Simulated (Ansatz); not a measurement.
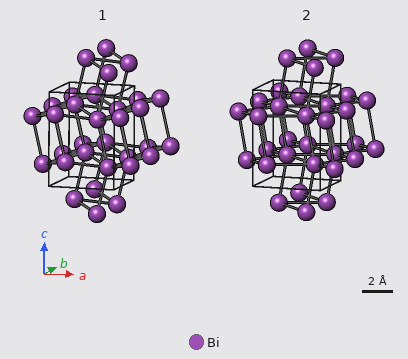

Two geometries of a crystal of Bi (set up in P2_1/m), drawn at one scale. One is the start of a relaxation, the other its converged end. The picture is a ball-and-stick view of the cell of the calculation, repeated 1 × 2 × 1 with one cell outlined, seen slightly off an axis.

The calculation used DFT PBE+D3(BJ), scalar-relativistic, plane waves, PAW (Ansatz 0.2.0). Set-up: plane-wave cutoff 420 eV; k-point mesh 10 × 10 × 8; occupations gaussian; smearing width 0.1 eV; no spin polarisation; cell and atoms relaxed; force threshold 0.005 eV/Å; at most 80 steps.

Question: Which geometry has the lower energy?

Answer: Structure 1 is the relaxed one. After 11 accepted moves (14 points after the start) the energy has fallen by 93.2 meV per cell of the calculation. Largest force component: 0.13 eV/Å at the start, 0.0004 eV/Å at the end. The pressure goes from −1.75 to 0.00 GPa. The line search rejected the trial steps at points 5, 8 of the run. At 1 point the geometry stayed and the basis and grid were re-selected for the new cell (energy shift of 2.1 meV per cell of the calculation at most each time). The largest moves relative to the cell, 0.30 Å, are those of Bi atoms. The drawn cell changes as follows: a 4.732 → 4.545 Å (−3.9 %), b 4.611 → 4.523 Å (−1.9 %), c 6.501 → 6.373 Å (−2.0 %), β 90.9° → 90.1°; the volume changes by −7.6 %. Near-neighbour distances that change, for instance: Bi–Bi 3.503 → 3.256 Å, Bi–Bi 3.120 → 3.254 Å, Bi–Bi 3.312 → 3.271 Å, Bi–Bi 3.295 → 3.274 Å. Bond angles that change, for instance: Bi–Bi–Bi 171.9° → 160.1°, Bi–Bi–Bi 98.8° → 109.1°, Bi–Bi–Bi 81.2° → 70.9°. The space group stays P2_1/m (No. 11). The run took of the order of 9 core-minutes on a shared host.
